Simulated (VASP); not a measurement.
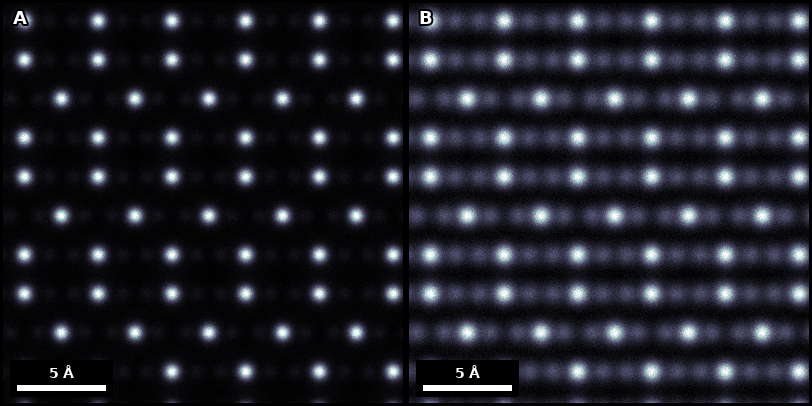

Two simulated images of the same area of TaSi2 (P6_422, No. 181) along [100], with a probe of 0.66 Å. One is incoherent Z contrast (Z^1.7 per atom), the other the projected potential of neutral atoms blurred by the probe (iDPC-like, thin sample). Brightness is counted from the darkest point of the image. Shot noise was added. Structure: an entry of the Crystallography Open Database, as set up for an electronic-structure calculation.

Question: Which panel is which, and how can one tell?

Answer: A is the Z-contrast image and B the potential image. The columns of 1 Si per repeat reach about 7 % of the brightest peak (1 Ta) in A but about 33 % in B, mainly since the potential grows much more slowly with atomic number. The Si columns show clearly in B alone.
